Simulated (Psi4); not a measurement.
# Single-point calculation, with input and output: CHF3 (part 2 of 2)

Continued. System: CHF3. Method: DLPNO-MP2/def2-TZVP, RHF (Psi4 1.11). A bond length was changed on purpose from its optimised value.

Geometry of the input (Å):
```
F  -0.2726  -0.2840  1.6123
C  0.4155  0.1021  0.5399
F  1.4434  -0.7280  0.3757
F  -0.7726  -0.0351  -1.0594
H  0.7704  1.1279  0.6640
```

The program's output, continued:
```
    @Boys  170   9.2450412771669932E+01   1.699190E-08
    @Boys  171   9.2450413905004439E+01   1.225884E-08
    @Boys  172   9.2450415135058591E+01   1.330502E-08
    @Boys  173   9.2450416069308616E+01   1.010542E-08
    @Boys  174   9.2450417326787644E+01   1.360166E-08
    @Boys  175   9.2450418542451516E+01   1.314936E-08
    @Boys  176   9.2450419710133303E+01   1.263036E-08
    @Boys  177   9.2450421057523187E+01   1.457419E-08
    @Boys  178   9.2450421972893224E+01   9.901199E-09
    @Boys  179   9.2450423147755131E+01   1.270802E-08
    @Boys  180   9.2450424261737481E+01   1.204951E-08
    @Boys  181   9.2450424976964655E+01   7.736332E-09
    @Boys  182   9.2450425997728246E+01   1.104120E-08
    @Boys  183   9.2450426745195884E+01   8.085064E-09
    @Boys  184   9.2450427458639339E+01   7.717038E-09
    @Boys  185   9.2450428124486081E+01   7.202203E-09
    @Boys  186   9.2450428706432092E+01   6.294682E-09
    @Boys  187   9.2450429413587898E+01   7.649027E-09
    @Boys  188   9.2450430188354261E+01   8.380344E-09
    @Boys  189   9.2450430754227057E+01   6.120824E-09
    @Boys  190   9.2450431545673922E+01   8.560770E-09
    @Boys  191   9.2450432368762762E+01   8.903029E-09
    @Boys  192   9.2450433087636696E+01   7.775777E-09
    @Boys  193   9.2450433649350316E+01   6.075835E-09
    @Boys  194   9.2450434285375081E+01   6.879630E-09
    @Boys  195   9.2450435004308588E+01   7.776421E-09
    @Boys  196   9.2450435527417341E+01   5.658262E-09
    @Boys  197   9.2450436244530835E+01   7.756735E-09
    @Boys  198   9.2450436718455876E+01   5.126261E-09
    @Boys  199   9.2450437408034190E+01   7.458897E-09
    @Boys  200   9.2450437829075469E+01   4.554238E-09
    @Boys  201   9.2450438293898898E+01   5.027812E-09
    @Boys  202   9.2450438670725404E+01   4.075984E-09
    @Boys  203   9.2450439110649640E+01   4.758487E-09
    @Boys  204   9.2450439658036231E+01   5.920865E-09
    @Boys  205   9.2450440155085573E+01   5.376387E-09
    @Boys  206   9.2450440485946672E+01   3.578794E-09
    @Boys  207   9.2450440882824608E+01   4.292872E-09
    @Boys  208   9.2450441217312630E+01   3.618025E-09
    @Boys  209   9.2450441590798761E+01   4.039852E-09
    @Boys  210   9.2450441992322169E+01   4.343121E-09
    @Boys  211   9.2450442472813421E+01   5.197285E-09
    @Boys  212   9.2450442816374178E+01   3.716161E-09
    @Boys  213   9.2450443220515965E+01   4.371442E-09
    @Boys  214   9.2450443479167603E+01   2.797733E-09
    @Boys  215   9.2450443798091371E+01   3.449673E-09
    @Boys  216   9.2450444115219540E+01   3.430250E-09
    @Boys  217   9.2450444347264607E+01   2.509940E-09
    @Boys  218   9.2450444571578075E+01   2.426310E-09
    @Boys  219   9.2450444894912721E+01   3.497383E-09
    @Boys  220   9.2450445129368546E+01   2.536016E-09
    @Boys  221   9.2450445349739908E+01   2.383670E-09
    @Boys  222   9.2450445634182302E+01   3.076701E-09
    @Boys  223   9.2450445906564113E+01   2.946247E-09
    @Boys  224   9.2450446108157934E+01   2.180561E-09
    @Boys  225   9.2450446387867743E+01   3.025511E-09
    @Boys  226   9.2450446571227516E+01   1.983330E-09
    @Boys  227   9.2450446787230135E+01   2.336415E-09
    @Boys  228   9.2450447011325878E+01   2.423955E-09
    @Boys  229   9.2450447186211548E+01   1.891669E-09
    @Boys  230   9.2450447356672470E+01   1.843809E-09
    @Boys  231   9.2450447578523622E+01   2.399676E-09
    @Boys  232   9.2450447824686762E+01   2.662650E-09
    @Boys  233   9.2450448004471099E+01   1.944656E-09
    @Boys  234   9.2450448202800601E+01   2.145252E-09
    @Boys  235   9.2450448404143756E+01   2.177849E-09
    @Boys  236   9.2450448556697467E+01   1.650113E-09
    @Boys  237   9.2450448730016717E+01   1.874726E-09
    @Boys  238   9.2450448855318484E+01   1.355340E-09
    @Boys  239   9.2450449041355952E+01   2.012294E-09
    @Boys  240   9.2450449218268687E+01   1.913595E-09
    @Boys  241   9.2450449345481758E+01   1.376014E-09
    @Boys  242   9.2450449515451908E+01   1.838500E-09
    @Boys  243   9.2450449669810297E+01   1.669634E-09
    @Boys  244   9.2450449842593201E+01   1.868924E-09
    @Boys  245   9.2450449953070759E+01   1.194992E-09
    @Boys  246   9.2450450059540202E+01   1.151638E-09
    @Boys  247   9.2450450175295998E+01   1.252085E-09
    @Boys  248   9.2450450301374985E+01   1.363747E-09
    @Boys  249   9.2450450417581322E+01   1.256958E-09
    @Boys  250   9.2450450539551127E+01   1.319299E-09
    @Boys  251   9.2450450669227166E+01   1.402654E-09
    @Boys  252   9.2450450790687412E+01   1.313787E-09
    @Boys  253   9.2450450870994118E+01   8.686459E-10
    @Boys  254   9.2450450976490487E+01   1.141113E-09
    @Boys  255   9.2450451091244901E+01   1.241253E-09
    @Boys  256   9.2450451171399635E+01   8.670021E-10
    @Boys  257   9.2450451251277130E+01   8.640033E-10
    @Boys  258   9.2450451354571413E+01   1.117293E-09
    @Boys  259   9.2450451441152339E+01   9.365117E-10
    @Boys  260   9.2450451540067917E+01   1.069931E-09
    @Boys  261   9.2450451611172895E+01   7.691144E-10
    @Boys  262   9.2450451697224622E+01   9.307875E-10
    @Boys  263   9.2450451791601523E+01   1.020838E-09
    @Boys  264   9.2450451880511537E+01   9.617045E-10
    @Boys  265   9.2450451940584273E+01   6.497830E-10
    @Boys  266   9.2450451997042663E+01   6.106881E-10
    @Boys  267   9.2450452051941170E+01   5.938155E-10
    @Boys  268   9.2450452124803519E+01   7.881232E-10
    @Boys  269   9.2450452171922777E+01   5.096704E-10
    @Boys  270   9.2450452226217152E+01   5.872808E-10
    @Boys  271   9.2450452272310969E+01   4.985786E-10
    @Boys  272   9.2450452332367234E+01   6.496049E-10
    @Boys  273   9.2450452381312374E+01   5.294202E-10
    @Boys  274   9.2450452442735582E+01   6.643906E-10
    @Boys  275   9.2450452496446431E+01   5.809690E-10
    @Boys  276   9.2450452562664537E+01   7.162551E-10
    @Boys  277   9.2450452619574889E+01   6.155768E-10
    @Boys  278   9.2450452653715715E+01   3.692878E-10
    @Boys  279   9.2450452690029209E+01   3.927887E-10
    @Boys  280   9.2450452723987880E+01   3.673175E-10
    @Boys  281   9.2450452756141232E+01   3.477901E-10
    @Boys  282   9.2450452805333171E+01   5.320898E-10
    @Boys  283   9.2450452840390611E+01   3.792025E-10
    @Boys  284   9.2450452873501007E+01   3.581421E-10
    @Boys  285   9.2450452913468112E+01   4.323084E-10
    @Boys  286   9.2450452958463032E+01   4.866923E-10
    @Boys  287   9.2450452991722813E+01   3.597579E-10
    @Boys  288   9.2450453029708626E+01   4.108775E-10
    @Boys  289   9.2450453057324239E+01   2.987072E-10
    @Boys  290   9.2450453085284124E+01   3.024310E-10
    @Boys  291   9.2450453119731563E+01   3.726043E-10
    @Boys  292   9.2450453142361056E+01   2.447743E-10
    @Boys  293   9.2450453177955467E+01   3.850107E-10
    @Boys  294   9.2450453209642632E+01   3.427475E-10
    @Boys  295   9.2450453237134582E+01   2.973696E-10
    @Boys  296   9.2450453266198451E+01   3.143724E-10
    @Boys  297   9.2450453296992393E+01   3.330859E-10
    @Boys  298   9.2450453319842040E+01   2.471556E-10
    @Boys  299   9.2450453346166171E+01   2.847377E-10
    @Boys  300   9.2450453374784246E+01   3.095504E-10
    @Boys  301   9.2450453402186184E+01   2.963959E-10
    @Boys  302   9.2450453428051674E+01   2.797768E-10
    @Boys  303   9.2450453454503275E+01   2.861165E-10
    @Boys  304   9.2450453470656669E+01   1.747249E-10
    @Boys  305   9.2450453491496148E+01   2.254124E-10
    @Boys  306   9.2450453511487098E+01   2.162342E-10
    @Boys  307   9.2450453528037627E+01   1.790205E-10
    @Boys  308   9.2450453547012728E+01   2.052462E-10
    @Boys  309   9.2450453559287482E+01   1.327712E-10
    @Boys  310   9.2450453577692201E+01   1.990766E-10
    @Boys  311   9.2450453589237497E+01   1.248809E-10
    @Boys  312   9.2450453601189508E+01   1.292802E-10
    @Boys  313   9.2450453614287625E+01   1.416771E-10
    @Boys  314   9.2450453631126280E+01   1.821371E-10
    @Boys  315   9.2450453647637076E+01   1.785908E-10
    @Boys  316   9.2450453660269432E+01   1.366392E-10
    @Boys  317   9.2450453672824125E+01   1.357992E-10
    @Boys  318   9.2450453685410139E+01   1.361379E-10
    @Boys  319   9.2450453698134993E+01   1.376397E-10
    @Boys  320   9.2450453707626224E+01   1.026629E-10
    @Boys  321   9.2450453722141660E+01   1.570077E-10
    @Boys  322   9.2450453730753338E+01   9.314912E-11
    @Boys  323   9.2450453739106393E+01   9.035169E-11
    @Boys  324   9.2450453750772951E+01   1.261925E-10
    @Boys  325   9.2450453760157913E+01   1.015134E-10
    @Boys  326   9.2450453769737948E+01   1.036234E-10
    @Boys  327   9.2450453779428187E+01   1.048155E-10
    @Boys  328   9.2450453789850911E+01   1.127385E-10
    @Boys  329   9.2450453797272957E+01   8.028133E-11
    @Boys  330   9.2450453804056778E+01   7.337791E-11
    @Boys  331   9.2450453810984612E+01   7.493564E-11
    @Boys  332   9.2450453820736485E+01   1.054821E-10
    @Boys  333   9.2450453827135632E+01   6.921705E-11
    @Boys  334   9.2450453833654819E+01   7.051547E-11
    @Boys  335   9.2450453840474296E+01   7.376358E-11
    @Boys  336   9.2450453846814582E+01   6.858037E-11
    @Boys  337   9.2450453854489325E+01   8.301466E-11
    @Boys  338   9.2450453860530928E+01   6.534963E-11
    @Boys  339   9.2450453865786415E+01   5.684652E-11
    @Boys  340   9.2450453873109069E+01   7.920626E-11
    @Boys  341   9.2450453877938031E+01   5.223297E-11
    @Boys  342   9.2450453882808944E+01   5.268673E-11
    @Boys  343   9.2450453888255424E+01   5.891243E-11
    @Boys  344   9.2450453895366181E+01   7.691424E-11
    @Boys  345   9.2450453902253997E+01   7.450279E-11
    @Boys  346   9.2450453908679322E+01   6.950019E-11
    @Boys  347   9.2450453914774073E+01   6.592452E-11
    @Boys  348   9.2450453920932020E+01   6.660808E-11
    @Boys  349   9.2450453927150335E+01   6.726105E-11
    @Boys  350   9.2450453932175691E+01   5.435729E-11
    @Boys  351   9.2450453937786705E+01   6.069212E-11
    @Boys  352   9.2450453942279125E+01   4.859274E-11
    @Boys  353   9.2450453946485368E+01   4.549726E-11
    @Boys  354   9.2450453950859071E+01   4.730862E-11
    @Boys  355   9.2450453954044605E+01   3.445666E-11
    @Boys  356   9.2450453959158096E+01   5.531062E-11
    @Boys  357   9.2450453962586522E+01   3.708392E-11
    @Boys  358   9.2450453966072232E+01   3.770354E-11
    @Boys  359   9.2450453969874104E+01   4.112335E-11
    @Boys  360   9.2450453972603952E+01   2.952769E-11
    @Boys  361   9.2450453976328731E+01   4.028946E-11
    @Boys  362   9.2450453978851471E+01   2.728747E-11
    @Boys  363   9.2450453981332132E+01   2.683233E-11
    @Boys  364   9.2450453984633356E+01   3.570804E-11
    @Boys  365   9.2450453987104368E+01   2.672796E-11
    @Boys  366   9.2450453989395470E+01   2.478195E-11
    @Boys  367   9.2450453992129809E+01   2.957626E-11
    @Boys  368   9.2450453995429569E+01   3.569220E-11
    @Boys  369   9.2450453997616322E+01   2.365323E-11
    @Boys  370   9.2450454000523990E+01   3.145110E-11
    @Boys  371   9.2450454002855196E+01   2.521573E-11
    @Boys  372   9.2450454005093292E+01   2.420860E-11
    @Boys  373   9.2450454006916800E+01   1.972417E-11
    @Boys  374   9.2450454008872128E+01   2.115001E-11
    @Boys  375   9.2450454010813701E+01   2.100122E-11
    @Boys  376   9.2450454013306057E+01   2.695884E-11
    @Boys  377   9.2450454015176661E+01   2.023358E-11
    @Boys  378   9.2450454017831248E+01   2.871362E-11
    @Boys  379   9.2450454019345102E+01   1.637476E-11
    @Boys  380   9.2450454021178643E+01   1.983269E-11
    @Boys  381   9.2450454023350090E+01   2.348768E-11
    @Boys  382   9.2450454024980843E+01   1.763920E-11
    @Boys  383   9.2450454026454651E+01   1.594160E-11
    @Boys  384   9.2450454027948425E+01   1.615756E-11
    @Boys  385   9.2450454029390528E+01   1.559866E-11
    @Boys  386   9.2450454031409350E+01   2.183680E-11
    @Boys  387   9.2450454033004007E+01   1.724877E-11
    @Boys  388   9.2450454034666137E+01   1.797860E-11
    @Boys  389   9.2450454036462261E+01   1.942796E-11
    @Boys  390   9.2450454037769276E+01   1.413746E-11
    @Boys  391   9.2450454038871726E+01   1.192476E-11
    @Boys  392   9.2450454040549729E+01   1.815030E-11
    @Boys  393   9.2450454042228955E+01   1.816352E-11
    @Boys  394   9.2450454043610875E+01   1.494769E-11
    @Boys  395   9.2450454044576531E+01   1.044512E-11
    @Boys  396   9.2450454045778969E+01   1.300629E-11
    @Boys  397   9.2450454046981832E+01   1.301090E-11
    @Boys  398   9.2450454048124442E+01   1.235916E-11
    @Boys  399   9.2450454049211146E+01   1.175445E-11
    @Boys  400   9.2450454050010222E+01   8.643293E-12
    @Boys  401   9.2450454051144746E+01   1.227169E-11
    @Boys  402   9.2450454052220422E+01   1.163517E-11
    @Boys  403   9.2450454053242481E+01   1.105521E-11
    @Boys  404   9.2450454054399188E+01   1.251164E-11
    @Boys  405   9.2450454055154268E+01   8.167397E-12
    @Boys  406   9.2450454055896927E+01   8.033052E-12
    @Boys  407   9.2450454056560247E+01   7.174871E-12
    @Boys  408   9.2450454057471546E+01   9.857166E-12
    @Boys  409   9.2450454058327267E+01   9.255994E-12
    @Boys  410   9.2450454058942171E+01   6.651170E-12
    @Boys  411   9.2450454059771488E+01   8.970395E-12
    @Boys  412   9.2450454060544672E+01   8.363228E-12
    @Boys  413   9.2450454061143489E+01   6.477167E-12
    @Boys  414   9.2450454061727669E+01   6.318842E-12
    @Boys  415   9.2450454062319366E+01   6.400156E-12
    @Boys  416   9.2450454063019407E+01   7.572066E-12
    @Boys  417   9.2450454063760105E+01   8.011839E-12
    @Boys  418   9.2450454064483694E+01   7.826768E-12
    @Boys  419   9.2450454065189035E+01   7.629401E-12
    @Boys  420   9.2450454065728309E+01   5.833108E-12
    @Boys  421   9.2450454066169783E+01   4.775254E-12
    @Boys  422   9.2450454066597587E+01   4.627382E-12
    @Boys  423   9.2450454066988215E+01   4.225268E-12
    @Boys  424   9.2450454067549202E+01   6.067982E-12
    @Boys  425   9.2450454068011851E+01   5.004287E-12
    @Boys  426   9.2450454068387074E+01   4.058643E-12
    @Boys  427   9.2450454068887225E+01   5.409936E-12
    @Boys  428   9.2450454069312116E+01   4.595871E-12
    @Boys  429   9.2450454069810888E+01   5.395026E-12
    @Boys  430   9.2450454070264925E+01   4.911137E-12
    @Boys  431   9.2450454070767606E+01   5.437297E-12
    @Boys  432   9.2450454071086398E+01   3.448248E-12
    @Boys  433   9.2450454071527929E+01   4.775869E-12
    @Boys  434   9.2450454071924838E+01   4.293210E-12
    @Boys  435   9.2450454072216999E+01   3.160190E-12
    @Boys  436   9.2450454072612700E+01   4.280144E-12
    @Boys  437   9.2450454072915335E+01   3.273476E-12
    @Boys  438   9.2450454073260232E+01   3.730619E-12
    @Boys  439   9.2450454073522693E+01   2.838929E-12
    @Boys  440   9.2450454073770246E+01   2.677684E-12
    @Boys  441   9.2450454074062421E+01   3.160343E-12
    @Boys  442   9.2450454074295436E+01   2.520435E-12
    @Boys  443   9.2450454074593694E+01   3.226133E-12
    @Boys  444   9.2450454074819447E+01   2.441888E-12
    @Boys  445   9.2450454075109079E+01   3.132829E-12
    @Boys  446   9.2450454075301252E+01   2.078664E-12
    @Boys  447   9.2450454075487130E+01   2.010569E-12
    @Boys  448   9.2450454075673377E+01   2.014565E-12
    @Boys  449   9.2450454075855106E+01   1.965684E-12
    @Boys  450   9.2450454076115903E+01   2.820945E-12
    @Boys  451   9.2450454076295642E+01   1.944164E-12
    @Boys  452   9.2450454076516067E+01   2.384245E-12
    @Boys  453   9.2450454076770569E+01   2.752850E-12
    @Boys  454   9.2450454076955992E+01   2.005650E-12
    @Boys  455   9.2450454077161609E+01   2.224076E-12
    @Boys  456   9.2450454077353783E+01   2.078664E-12
    @Boys  457   9.2450454077507416E+01   1.661793E-12
    @Boys  458   9.2450454077664745E+01   1.701759E-12
    @Boys  459   9.2450454077838259E+01   1.876838E-12
    @Boys  460   9.2450454077970278E+01   1.427996E-12
    @Boys  461   9.2450454078158515E+01   2.036085E-12
    @Boys  462   9.2450454078309349E+01   1.631512E-12
    @Boys  463   9.2450454078481954E+01   1.867000E-12
    @Boys  464   9.2450454078605901E+01   1.340686E-12
    @Boys  465   9.2450454078763755E+01   1.707446E-12
    @Boys  466   9.2450454078942684E+01   1.935403E-12
    @Boys  467   9.2450454079111495E+01   1.825959E-12
    @Boys  468   9.2450454079286033E+01   1.887905E-12
    @Boys  469   9.2450454079431466E+01   1.573101E-12
    @Boys  470   9.2450454079595346E+01   1.772621E-12
    @Boys  471   9.2450454079747956E+01   1.650726E-12
    @Boys  472   9.2450454079893433E+01   1.573562E-12
    @Boys  473   9.2450454080024826E+01   1.421232E-12
    @Boys  474   9.2450454080126306E+01   1.097666E-12
    @Boys  475   9.2450454080237648E+01   1.204343E-12
    @Boys  476   9.2450454080364125E+01   1.368047E-12
    @Boys  477   9.2450454080443251E+01   8.558751E-13

    Boys Localizer converged.

  ==> Forming Local MO Domains <==

    Auxiliary BFs per Local MO:
      Average =  264 AUX BFs (3 atoms)
      Min     =  152 AUX BFs (2 atoms)
      Max     =  319 AUX BFs (5 atoms)

    Projected AOs per Local MO:
      Average =  130 PAOs (5 atoms)
      Min     =  130 PAOs (5 atoms)
      Max     =  130 PAOs (5 atoms)

    Local MOs per Local MO:
      Average =   13 LMOs
      Min     =   13 LMOs
      Max     =   13 LMOs

    Screened 0 of 169 LMO pairs (0.00 %)
             0 pairs met overlap criteria
             13 pairs met energy criteria

    Screened LMO pair energy =  0.000000000000

  ==> Merging LMO Domains into LMO Pair Domains <==

    Auxiliary BFs per Local MO pair:
      Average =  303 AUX BFs (4 atoms)
      Min     =  152 AUX BFs (2 atoms)
      Max     =  319 AUX BFs (5 atoms)

    Local MOs per Local MO pair:
      Average =   13 LMOs
      Min     =   13 LMOs
      Max     =   13 LMOs

    Projected AOs per Local MO pair:
      Average =  130 PAOs (5 atoms)
      Min     =  130 PAOs (5 atoms)
      Max     =  130 PAOs (5 atoms)

    Coefficient sparsity in AO -> LMO transform:   0.00 %
    Coefficient sparsity in AO -> PAO transform:   0.00 %
    Coefficient sparsity in combined transforms:   0.00 %

    Storing transformed LMO/PAO integrals in sparse format.
    Required memory: 0.004 GiB (0.00 % reduction from dense format)

  ==> Transforming 3-Index Integrals to LMO/PAO basis <==

  ==> Forming Pair Natural Orbitals <==

    Natural Orbitals per Local MO pair:
      Avg:  66 NOs
      Min:  23 NOs
      Max: 108 NOs

    PNO truncation energy = -0.000053667199

  ==> Local MP2 <==

    E_CONVERGENCE = 1.00e-06
    R_CONVERGENCE = 1.00e-06

                     Corr. Energy    Delta E     Max R
  @LMP2 iter   0:  -0.923113737237 -9.231e-01  7.085e-04
  @LMP2 iter   1:  -0.934835713289 -1.172e-02  2.944e-04
  @LMP2 iter   2:  -0.935612101239 -7.764e-04  1.174e-04
  @LMP2 iter   3:  -0.935761355247 -1.493e-04  3.840e-05
  @LMP2 iter   4:  -0.935771776290 -1.042e-05  5.392e-06
  @LMP2 iter   5:  -0.935772268924 -4.926e-07  1.445e-06
  @LMP2 iter   6:  -0.935772292053 -2.313e-08  2.060e-07

  Total DLPNO-MP2 Correlation Energy:  -0.935825959252
    MP2 Correlation Energy:            -0.935772292053
    LMO Truncation Correction:          0.000000000000
    PNO Truncation Correction:         -0.000053667199

	total time  =          4 seconds =       0.07 minutes

    Psi4 run time: 0:00:07.00
```

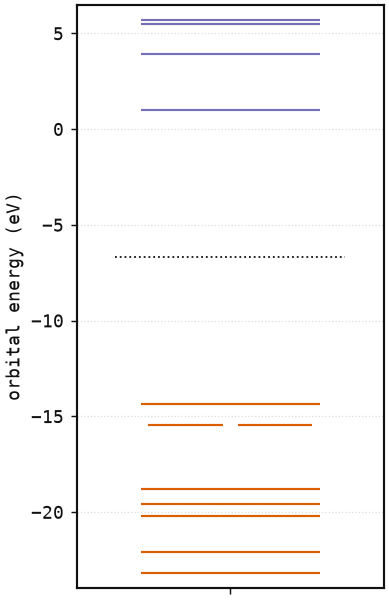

Fig. 1: Orbital energies near the frontier (SCF reference); the dotted line parts filled from empty levels, and levels within 0.02 eV of each other stand side by side. Highest filled −14.37 eV, lowest empty 1.02 eV, 15.39 eV apart.

Results in brief:

```tsv
quantity	value
outcome	converged
total energy	−337.719769 hartree
SCF energy	−336.783943 hartree
MP2 energy	−337.719769 hartree
correlation energy	−0.935826 hartree
basis functions	130
HOMO of the SCF reference	−14.37 eV
LUMO of the SCF reference	1.02 eV
hardware	1 thread of Intel Xeon @ 2.70GHz, 189 GiB of memory available, shared host
wall time	9.6 s
peak memory	0.41 GiB
```
